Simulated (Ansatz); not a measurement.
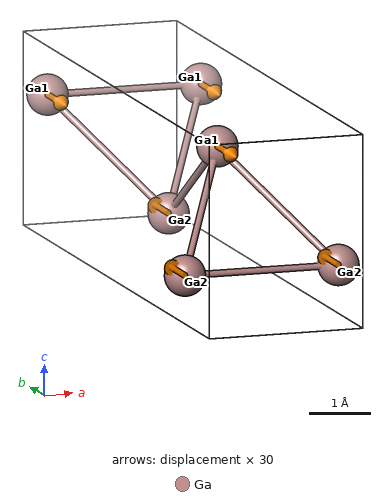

This is a relaxation of a crystal of Ga (set up in C2/c). The starting structure is drawn; orange arrows show the displacements (the part carried along by the change of the cell is left out), 30 times their true length.

A ball-and-stick model of the conventional cell (2 times the calculation's cell), seen slightly off an axis. Lengths and directions refer to the drawn axes.

The run lets cell and atoms move.

All numbers below come from Kohn-Sham DFT of a periodic cell, PBEsol, Ansatz PAW (Ansatz 0.2.0).

The input:
```yaml
crystal:
  lattice:
    - [1.383, -4.0265, 0.0]
    - [1.383, 4.0265, 0.0]
    - [-0.1174474948, 0.0, 3.3299294416]
  atoms:
    - { symbol: Ga, position: [0.131, 0.869, 0.75] }
    - { symbol: Ga, position: [0.869, 0.131, 0.25] }
hamiltonian:
  xc: pbesol
  pseudopotentials: { kind: paw }
kpoints:
  mp_grid: { grid: [10, 10, 8] }
scf:
  occupations: { method: fermi_dirac, width: 0.05 }
output:
  forces: true
  stress: true
  eigenvalues: true
relax:
  f_tol: 0.01
  max_steps: 40
  cell: { stress_tol: 0.05, p_target: 5.0 }
```

Command:
```bash
ansatz run input.yaml --threads 2 --pin off --max-ram 5632MiB --backend cpu --events-out ev --progress --plain --runs-dir out
```

> What happened in the run?

The largest moves relative to the cell, 0.027 Å, are those of Ga1 and Ga2. Ga2 goes along +b. The drawn cell changes as follows: a 2.766 → 2.739 Å (−1.0 %), b 8.053 → 7.897 Å (−1.9 %), c 3.332 → 3.093 Å (−7.2 %), β 92.0° → 91.6°; the volume changes by −9.8 %. Near-neighbour distances that change, for instance: Ga1–Ga2 2.920 → 2.778 Å, Ga1–Ga2 (another image) 2.863 → 2.734 Å, Ga1–Ga2 (another image) 2.688 → 2.627 Å, Ga1–Ga1 2.766 → 2.739 Å. The space group stays C2/c (No. 15). After 6 accepted moves (9 points after the start) the energy has risen by 5.0 meV per atom. With the target pressure of 5 GPa, the enthalpy E + pV changes by −52.0 meV per atom. The largest force component goes from 0.2 to 0.00018 eV/Å. Pressure: −1.97 GPa at the start and 5.00 GPa at the end. The line search rejected the trial steps at points 3, 5 of the run. The SCF was repeated once at an unchanged geometry on a basis and grid sized afresh for the cell, which shifted the energy by 0.5 meV per atom at most.
